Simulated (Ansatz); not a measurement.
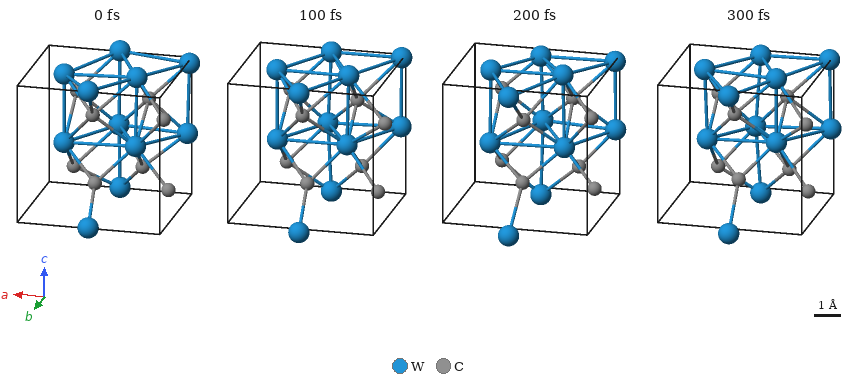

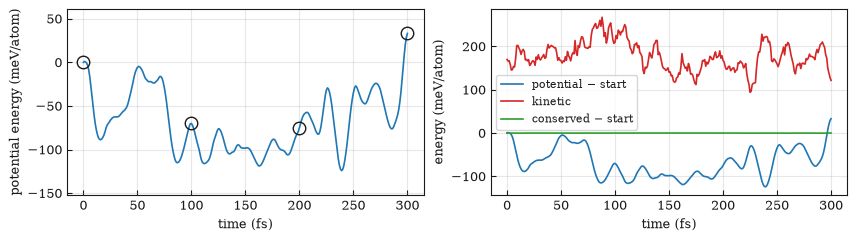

First-principles dynamics of a 16-atom cell of WC, 300 fs long. It starts from the last geometry of an earlier run, with fresh velocities. Frames and the history of the run. The picture is a ball-and-stick view of the simulation cell, seen from a free direction. Bonds to atoms that aren't drawn are left out.

Method: DFT PBE, scalar-relativistic, plane waves, PAW (Ansatz). Set-up: plane-wave cutoff 420 eV; k-point mesh 2 × 2 × 2; Fermi-Dirac smearing 0.17 eV; low-accuracy preset; volume 1.05 times that of the relaxed crystal; Langevin thermostat and barostat (NPT); set temperature 1400 K; time step 1 fs; friction 0.02 per fs; target pressure 0 GPa.

Input
```yaml
accuracy: low
crystal:
  lattice:
    - [-2.900765, -5.024272, 0.0]
    - [4.351147, -2.512136, 0.0]
    - [0.0, 0.0, 5.694056]
  atoms:
    - { symbol: W, position: [0.77951637, 0.50946884, -0.03939082] }
    - { symbol: C, position: [0.52512698, 0.69041042, 0.23730445] }
    - { symbol: W, position: [0.7794296, 0.51595045, 0.46223318] }
    - { symbol: C, position: [0.5376546, 0.70027746, 0.73823598] }
    - { symbol: W, position: [0.50325313, -0.00361166, 0.00285234] }
    - { symbol: C, position: [0.29630607, 0.21257945, 0.23615196] }
    - { symbol: W, position: [0.50575529, 0.01514752, 0.46710763] }
    - { symbol: C, position: [0.26477867, 0.15299363, 0.72104205] }
    - { symbol: W, position: [0.2730521, 0.4960729, -0.02381105] }
    - { symbol: C, position: [0.01483949, 0.66260588, 0.22399601] }
    - { symbol: W, position: [0.27230604, 0.54524916, 0.48653259] }
    - { symbol: C, position: [0.04102088, 0.69309259, 0.74572795] }
    - { symbol: W, position: [0.01082953, 0.01918949, -0.03865782] }
    - { symbol: C, position: [0.7798042, 0.20883085, 0.19858976] }
    - { symbol: W, position: [0.0186434, 0.05073966, 0.45693685] }
    - { symbol: C, position: [0.76117322, 0.19472412, 0.74678013] }
basis:
  ecutwfc: 420.0
kpoints:
  mp_grid: { grid: [2, 2, 2] }
hamiltonian:
  xc: pbe
scf:
  occupations: { method: fermi_dirac, width: 0.17 }
  lower_state_search: "off"
md:
  timestep: 1
  n_steps: 300
  ensemble: npt_langevin
  temperature: 1400.0
  initial_velocities: maxwell_boltzmann
  seed: 17688
  friction: 0.02
  pressure: 0.0
  fix_cell: [shape]
```

Launched with:
```bash
ansatz run input.yaml --threads 1 --pin off --max-ram 3072MiB --backend cpu --events-out ev --progress --plain --runs-dir out
```

What happens in this trajectory?

Answer. Root-mean-square distances from the starting positions over the second half, with the common drift of all atoms taken out: C 0.22 Å, W 0.19 Å. That is small against the typical shortest distance between atoms in the first frame, about 2.1 Å: the atoms vibrate about their sites and the arrangement holds. The mean temperature in the second half is 1257 K (standard deviation 213 K). The potential energy is still drifting at the end, so the run hasn't reached equilibrium. The potential energy in the second half lies on average 70.3 meV per atom below the first frame. The mean pressure there is 0.2 GPa. The volume ends +2.2 % from the start. The conserved quantity stays between −0.24 and 0.17 meV per atom of its start. A straight-line fit has a slope that amounts to −0.0041 meV per atom over 300 fs (under 0.1 % of the mean kinetic energy), and the ripple about it is 0.3 % of the kinetic energy's fluctuation. With a drift under 2 % and a ripple under 7 %, the integration is accurate.

Limits of the set-up: the k-point mesh is coarse for a cell with partly filled bands; the program's low-accuracy preset was used.

The run took 17 min on 1 thread of Intel(R) Xeon(R) Platinum 8488C (Sapphire Rapids) (shared host), peak memory 0.71 GiB.
